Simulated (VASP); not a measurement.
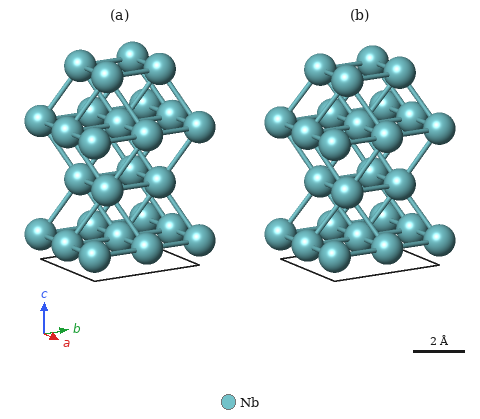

The structure of a slab of composition Nb before (left) and after (right) a relaxation, at one scale.

A ball-and-stick model of the 2 × 2 repeat of the cell, outlined in the plane, without the vacuum, seen slightly off an axis.

The run lets the atoms move in a fixed cell. 1 atoms are held fixed.

Level of theory: VASP 6.6.1, Kohn-Sham DFT of a periodic cell, LDA, VASP PAW LDA potentials, recommended.

The input:
```
ALGO = Normal
DIPOL = 0.5 0.5 0.500
EDIFF = 1E-6
EDIFFG = -0.02
ENCUT = 520
GGA = CA
IBRION = 2
IDIPOL = 3
ISIF = 2
ISMEAR = 1
KPAR = 2
LASPH = True
LCHARG = False
LDIPOL = True
LREAL = False
LWAVE = False
NELM = 120
NSW = 90
PREC = Accurate
SIGMA = 0.1
```

Launched with:
```bash
cat potpaw_LDA.64/Nb_sv/POTCAR > POTCAR
mpirun -np 2 vasp_std > vasp.out
```

> What changed between the two?

The atom that moves furthest is a Nb atom (0.15 Å along the normal (−c)). The lattice vectors keep their values. Some distances before and after: Nb–Nb 2.812 → 2.739 Å, Nb–Nb 3.247 → 3.183 Å, Nb–Nb 2.812 → 2.835 Å, Nb–Nb 3.247 → 3.267 Å. Bond angles that change, for instance: Nb–Nb–Nb 70.5° → 72.7°. The energy falls by 36.5 meV per cell of the calculation in 9 geometry steps. Largest force component: 0.42 eV/Å at the start, 0.0094 eV/Å at the end. It ran on 2 threads of Intel(R) Xeon(R) Platinum 8488C (Sapphire Rapids), with other jobs on the host.
